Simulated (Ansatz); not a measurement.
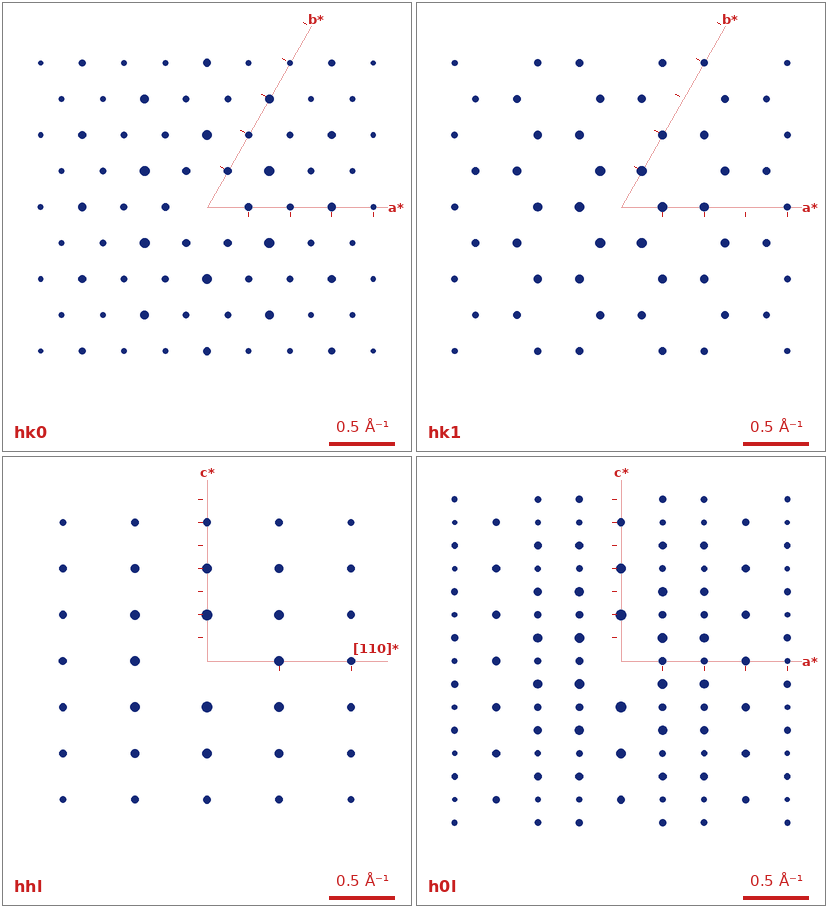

Four undistorted layers of reciprocal space, calculated for a single crystal (X-rays, kinematic |F|², B = 0.5 Å²). Tick marks count the reciprocal lattice steps of the conventional cell along each axis.

Q: Read the reciprocal cell and give the direct cell.

A: a* = 0.325, b* = 0.325, c* = 0.180 Å⁻¹, γ* = 60°; the cell is hexagonal with a = 3.56 Å, c = 5.55 Å (hexagonal axes).

Q: Which reflection conditions do the layers show?

A: Reflections are present only under these conditions. hkl: no condition; hk0: no condition; h0l: no condition; hhl: l = 2n; 00l: l = 2n. The lattice is primitive (P). Further gaps, such as 0 3 1, 3 0 1, 3 0 3, come from atoms on special positions, not from the group's general conditions.

Q: Which space groups fit?

A: The intensities have Laue symmetry 6/mmm (the hk0 layer shows 6mm, hk1 shows 6mm). With these conditions the candidates are P6_3mc (No. 186), P-62c (No. 190), P6_3/mmc (No. 194). Diffraction geometry alone does not choose among them; the structure has P6_3/mmc. The compound is Lu. Structure: the input geometry of an electronic-structure calculation (not necessarily at equilibrium).
